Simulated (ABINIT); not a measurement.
**Positron calculation, with input and output: Ta2C (part 1 of 2)**

- system: Ta2C (P-3m1, 3 atoms in the cell)
- method: Kohn-Sham DFT of a periodic cell, LDA, JTH PAW LDA v2.0, no spin polarisation (ABINIT 10.8.3)

The structure derives from an entry of the Crystallography Open Database.

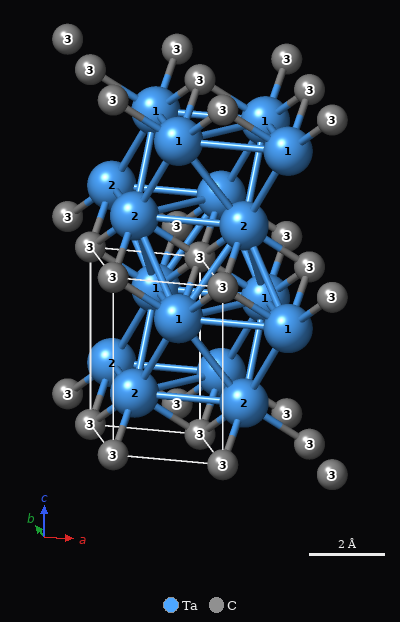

Figure 1. The structure as given in the input (ball-and-stick view of the cell of the calculation, repeated 2 × 2 × 2, seen slightly off an axis; atoms are numbered from 1 in the order of the input). An atom can appear more than once, as a periodic image.

Summary:

```json
{"quantity": "outcome", "value": "converged"}
{"quantity": "space group (tolerance 0.01 Å)", "value": "P-3m1 (164)"}
{"quantity": "electrons treated", "value": "30"}
{"quantity": "free energy", "value": "−3383.1285 eV"}
{"quantity": "positron lifetime (one of the program's estimates)", "value": "124.4 ps"}
{"quantity": "Fermi energy", "value": "2.631 eV"}
{"quantity": "gap on the k-point mesh", "value": "none (metallic)"}
{"quantity": "pressure", "value": "−9.42 GPa"}
{"quantity": "largest force (length of the vector)", "value": "0.074 eV/Å"}
{"quantity": "hardware", "value": "1 thread of Arm Neoverse V1, 112 GiB of memory available, shared host"}
{"quantity": "wall time", "value": "22 s"}
{"quantity": "peak memory", "value": "0.09 GiB"}
```

Points of doubt noted for this run: cutoff too low for stress; PAW basis incomplete for positron. Spin–orbit coupling is left out, which matters for Ta. The cell is under a tension of 9.4 GPa at this level, so it is not at its equilibrium volume.

The input:
```
# Datasets
ndtset 2

# Pseudopotentials
pp_dirpath "./"
pseudos "Ta.LDA_PW-JTH.xml, C.LDA_PW-JTH.xml"

# Structure
acell 3*1.0 Angstrom
rprim
     3.1059000000     0.0000000000     0.0000000000
    -1.5529500000     2.6897883016     0.0000000000
     0.0000000000     0.0000000000     4.9464000000
ntypat 2
znucl 73 6
natom 3
typat 1 1 2
xred
            2/3            1/3   0.7479900000
            1/3            2/3   0.2520100000
            0.0            0.0            0.0

# Plane-wave basis
ecut 435.382180 eV
pawecutdg 32.0

# Exchange and correlation
ixc 7

# SCF cycle
nstep 80

# Output
iomode 3
prteig 0
prtebands 0
prtwf 0

# Dataset 1: electrons
kptopt1 1
ngkpt1 7 7 4
nshiftk1 1
shiftk1 0.0 0.0 0.0
nband1 19
occopt1 3
tsmear1 0.05 eV
tolvrs1 1.0e-10
prtden1 1

# Dataset 2: positron in the electrons' density
positron2 1
ixcpositron2 11
getden2 1
kptopt2 0
nkpt2 1
kpt2 0.0 0.0 0.0
nband2 1
occopt2 2
occ2 1.0
posocc2 1.0
toldfe2 1.0e-7
nline2 10
nnsclo2 2
optforces2 0
optstress2 0
prtden2 0
```

Run as:
```bash
abinit run.abi > log 2>&1
```

Output:
```
.Version 10.8.3 of ABINIT
 DATASET    1 : space group P-3 m 1 (#164); Bravais hP (primitive hexag.)
================================================================================
 Values of the parameters that define the memory need for DATASET  1.
     intxc =       0    ionmov =       0      iscf =      17    lmnmax =      18
     lnmax =       6     mgfft =      36  mpssoang =       3    mqgrid =    3001
     natom =       3  nloc_mem =       2    nspden =       1   nspinor =       1
    nsppol =       1      nsym =      12    n1xccc =       1    ntypat =       2
    occopt =       3   xclevel =       1
       mpw =         862          nfft =       20736          nkpt =          28
 PAW method is used; the additional fine FFT grid is defined by:
   mgfftf=        48    nfftf =     43200
================================================================================
================================================================================

 DATASET    2 : space group P-3 m 1 (#164); Bravais hP (primitive hexag.)
================================================================================
 Values of the parameters that define the memory need for DATASET  2.
     intxc =       0    ionmov =       0      iscf =      17    lmnmax =      18
     lnmax =       6     mgfft =      36  mpssoang =       3    mqgrid =    3001
     natom =       3  nloc_mem =       2    nspden =       1   nspinor =       1
    nsppol =       1      nsym =      12    n1xccc =       1    ntypat =       2
    occopt =       2   xclevel =       1
       mpw =         423          nfft =       20736          nkpt =           1
 PAW method is used; the additional fine FFT grid is defined by:
   mgfftf=        48    nfftf =     43200
================================================================================
================================================================================

--------------------------------------------------------------------------------
------------- Echo of variables that govern the present computation ------------
--------------------------------------------------------------------------------
 -outvars: echo values of preprocessed input variables --------
            acell      1.8897261259E+00  1.8897261259E+00  1.8897261259E+00 Bohr
              amu      1.80947900E+02  1.20110000E+01
             ecut      1.60000000E+01 Hartree
           getden1          0
           getden2          1
              ixc           7
      ixcpositron1          1
      ixcpositron2         11
           jdtset        1    2
           kptopt1          1
           kptopt2          0
         kptrlatt        7    0    0      0    7    0      0    0    4
          kptrlen1     3.73893652E+01
          kptrlen2     3.00000000E+01
            natom           3
            nband1         19
            nband2          1
           ndtset           2
            ngfft          24      24      36
          ngfftdg          30      30      48
             nkpt1         28
             nkpt2          1
            nline1          4
            nline2         10
           nnsclo1          0
           nnsclo2          2
            nstep          80
             nsym          12
           ntypat           2
           occopt1          3
           occopt2          2
        optforces1          2
        optforces2          0
        optstress1          1
        optstress2          0
        pawecutdg      3.20000000E+01 Hartree
         positron1          0
         positron2          1
           prtden1          1
           prtden2          0
        prtebands           0
           prteig           0
            prtwf           0
            rprim      3.1059000000E+00  0.0000000000E+00  0.0000000000E+00
                      -1.5529500000E+00  2.6897883016E+00  0.0000000000E+00
                       0.0000000000E+00  0.0000000000E+00  4.9464000000E+00
           shiftk1     0.00000000E+00  0.00000000E+00  0.00000000E+00
           shiftk2     5.00000000E-01  5.00000000E-01  5.00000000E-01
          spgroup         164
           toldfe1     0.00000000E+00 Hartree
           toldfe2     1.00000000E-07 Hartree
           tolvrs1     1.00000000E-10
           tolvrs2     0.00000000E+00
           tsmear1     1.83746611E-03 Hartree
           tsmear2     1.00000000E-02 Hartree
            typat      1  1  2
           useylm           1
           xangst      1.5529500000E+00  8.9659610053E-01  3.6998577360E+00
                       2.0863268231E-17  1.7931922011E+00  1.2465422640E+00
                       0.0000000000E+00  0.0000000000E+00  0.0000000000E+00
            xcart      2.9346501872E+00  1.6943210756E+00  6.9917178259E+00
                       3.9425863047E-17  3.3886421511E+00  2.3556234833E+00
                       0.0000000000E+00  0.0000000000E+00  0.0000000000E+00
             xred      6.6666666667E-01  3.3333333333E-01  7.4799000000E-01
                       3.3333333333E-01  6.6666666667E-01  2.5201000000E-01
                       0.0000000000E+00  0.0000000000E+00  0.0000000000E+00
            znucl       73.00000    6.00000

================================================================================

 chkinp: Checking input parameters for consistency, jdtset=   1.

 chkinp: Checking input parameters for consistency, jdtset=   2.

================================================================================
== DATASET  1 ==================================================================

--- !DatasetInfo
iteration_state: {dtset: 1, }
dimensions: {natom: 3, nkpt: 28, mband: 19, nsppol: 1, nspinor: 1, nspden: 1, mpw: 862, }
cutoff_energies: {ecut:  16.0, pawecutdg:  32.0, }
electrons: {nelect:   3.00000000E+01, charge:   0.00000000E+00, occopt:   3.00000000E+00, tsmear:   1.83746611E-03, }
meta: {optdriver: 0, ionmov: 0, optcell: 0, iscf: 17, paral_kgb: 0, }
...

 Exchange-correlation functional for the present dataset will be:
  LDA: Perdew-Wang 92 LSD fit to Ceperley-Alder data - ixc=7
  J.P.Perdew and Y.Wang, PRB 45, 13244 (1992)

 Real(R)+Recip(G) space primitive vectors, cartesian coordinates (Bohr,Bohr^-1):
 R(1)=  5.8693004  0.0000000  0.0000000  G(1)=  0.1703781  0.0983678  0.0000000
 R(2)= -2.9346502  5.0829632  0.0000000  G(2)=  0.0000000  0.1967356  0.0000000
 R(3)=  0.0000000  0.0000000  9.3473413  G(3)=  0.0000000  0.0000000  0.1069823
 Unit cell volume ucvol=  2.7886333E+02 bohr^3
 Angles (23,13,12)=  9.00000000E+01  9.00000000E+01  1.20000000E+02 degrees

 Coarse grid specifications (used for wave-functions):

 getcut: wavevector=  0.0000  0.0000  0.0000  ngfft=  24  24  36
         ecut(hartree)=     16.000   => boxcut(ratio)=   2.13889

 Fine grid specifications (used for densities):

 getcut: wavevector=  0.0000  0.0000  0.0000  ngfft=  30  30  48
         ecut(hartree)=     32.000   => boxcut(ratio)=   2.00871

--- Pseudopotential description ------------------------------------------------
- pspini: atom type   1  psp file is ./Ta.LDA_PW-JTH.xml
 Pseudopotential format is: paw10
 basis_size (lnmax)=  6 (lmn_size= 18), orbitals=   0   0   1   1   2   2
 Spheres core radius: rc_sph= 2.41973345
 Shapefunction is SIN type: shapef(r)=[sin(pi*r/rshp)/(pi*r/rshp)]**2
 Radius for shape functions =  2.11065461
 Compensation charge density is not taken into account in XC energy/potential

- pspini: atom type   2  psp file is ./C.LDA_PW-JTH.xml
 Pseudopotential format is: paw10
 basis_size (lnmax)=  4 (lmn_size=  8), orbitals=   0   0   1   1
 Spheres core radius: rc_sph= 1.50736703
 Shapefunction is SIN type: shapef(r)=[sin(pi*r/rshp)/(pi*r/rshp)]**2
 Radius for shape functions =  1.30052589
 Compensation charge density is not taken into account in XC energy/potential

   4.67203486E+03                                ecore*ucvol(ha*bohr**3)
--------------------------------------------------------------------------------

================================================================================

--- !BeginCycle
iteration_state: {dtset: 1, }
solver: {iscf: 17, nstep: 80, nline: 4, wfoptalg: 10, }
tolerances: {tolvrs: 1.00E-10, }
...

     iter   Etot(hartree)      deltaE(h)  residm     nres2
 ETOT  1  -122.73040572290    -1.227E+02 4.071E+00 4.775E+00
 ETOT  2  -124.33197773728    -1.602E+00 8.467E-02 1.010E+00
 ETOT  3  -124.32702808846     4.950E-03 1.449E-02 1.651E-01
 ETOT  4  -124.32815755977    -1.129E-03 6.042E-03 8.126E-02
 ETOT  5  -124.32757217467     5.854E-04 4.243E-03 1.265E-03
 ETOT  6  -124.32768790511    -1.157E-04 2.871E-03 1.566E-03
 ETOT  7  -124.32767980714     8.098E-06 1.380E-03 6.580E-05
 ETOT  8  -124.32767990264    -9.549E-08 1.163E-03 9.833E-06
 ETOT  9  -124.32767983605     6.659E-08 6.310E-04 2.026E-06
 ETOT 10  -124.32767983711    -1.063E-09 1.015E-03 7.339E-08
 ETOT 11  -124.32767983709     2.287E-11 9.842E-04 8.317E-09
 ETOT 12  -124.32767983707     1.178E-11 1.325E-03 3.306E-09
 ETOT 13  -124.32767983707     8.654E-12 9.790E-04 3.629E-10
 ETOT 14  -124.32767983707     2.700E-13 1.078E-03 6.230E-11

 At SCF step   14       nres2   =  6.23E-11 < tolvrs=  1.00E-10 =>converged.

 Cartesian components of stress tensor (hartree/bohr^3)
  sigma(1 1)=  3.14519348E-04  sigma(3 2)=  0.00000000E+00
  sigma(2 2)=  3.14519349E-04  sigma(3 1)=  0.00000000E+00
  sigma(3 3)=  3.31647268E-04  sigma(2 1)=  0.00000000E+00

--- !ResultsGS
iteration_state: {dtset: 1, }
comment   : Summary of ground state results
lattice_vectors:
- [  5.8693004,   0.0000000,   0.0000000, ]
- [ -2.9346502,   5.0829632,   0.0000000, ]
- [  0.0000000,   0.0000000,   9.3473413, ]
lattice_lengths: [   5.86930,    5.86930,    9.34734, ]
lattice_angles: [ 90.000,  90.000, 120.000, ] # degrees, (23, 13, 12)
lattice_volume:   2.7886333E+02
convergence: {deltae:  2.700E-13, res2:  6.230E-11, residm:  1.078E-03, diffor: null, }
etotal    :  -1.24327680E+02
entropy   :   0.00000000E+00
fermie    :   9.66829660E-02
cartesian_stress_tensor: # hartree/bohr^3
- [  3.14519348E-04,   0.00000000E+00,   0.00000000E+00, ]
- [  0.00000000E+00,   3.14519349E-04,   0.00000000E+00, ]
- [  0.00000000E+00,   0.00000000E+00,   3.31647268E-04, ]
pressure_GPa:  -9.4215E+00
xred      :
- [  6.6667E-01,   3.3333E-01,   7.4799E-01, Ta]
- [  3.3333E-01,   6.6667E-01,   2.5201E-01, Ta]
- [  0.0000E+00,   0.0000E+00,   0.0000E+00,  C]
cartesian_forces: # hartree/bohr
- [  1.52922555E-29,  -9.71188660E-29,  -1.44828537E-03, ]
- [ -7.64612774E-30,   1.01533360E-28,   1.44828537E-03, ]
- [ -7.64612774E-30,  -4.41449391E-30,  -0.00000000E+00, ]
force_length_stats: {min:   8.82898781E-30, max:   1.44828537E-03, mean:   9.65523577E-04, }
...

 Integrated electronic density in atomic spheres:
 ------------------------------------------------
 Atom  Sphere_radius  Integrated_density
    1        2.41973         10.65632836
    2        2.41973         10.65632836
    3        1.50737          2.50295363
```
